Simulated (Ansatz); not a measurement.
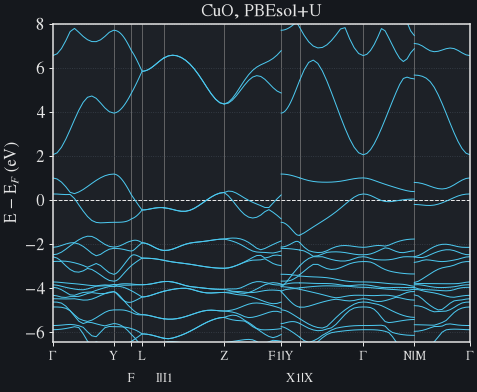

Band structure. Energies are counted from the Fermi level.

Calculation on CuO, space group Cc, 4 atoms in the primitive cell; a = 2.90 Å, b = 2.90 Å, c = 5.13 Å, α = 97.78°, β = 97.78°, γ = 72.32°.

Method: PBEsol, Cu d U = 6 eV, Ansatz PAW, no spin polarisation, no spin-orbit coupling, 10×10×5 k mesh, 420 eV cutoff, Fermi-Dirac smearing of 0.05 eV (Ansatz).

Is there a gap at the Fermi level?

Answer. A metal: 2 bands cross the Fermi level along this path.

Which levels at Z lie nearest to the Fermi level?

Answer. At Z the nearest levels lie 1.77 eV below and 0.34 eV above the Fermi level.

On which lines of the path do bands cross the Fermi level?

Answer. Bands cross the Fermi level on Γ–Y, F–L, I1–Z, Z–F1, X–Γ, Γ–N and M–Γ, and not on Y–F, L–I and Y–X1.

The run has no spin polarisation, though such a crystal can be magnetic. The PAW data sets were made with another functional. In reduced coordinates of the cell that was run, Y is (−0.5, −0.5, 0), F is (−0.525, −0.525, 0.326), L is (−0.5, −0.5, 0.5), I is (−0.634, −0.366, 0.5), I1 is (−0.366, 0.366, 0.5), Z is (0, 0, 0.5), F1 is (−0.475, −0.475, 0.674), X1 is (−0.613, −0.387, 0), X is (−0.387, 0.387, 0), N is (−0.5, 0, 0) and M is (−0.5, 0, 0.5).
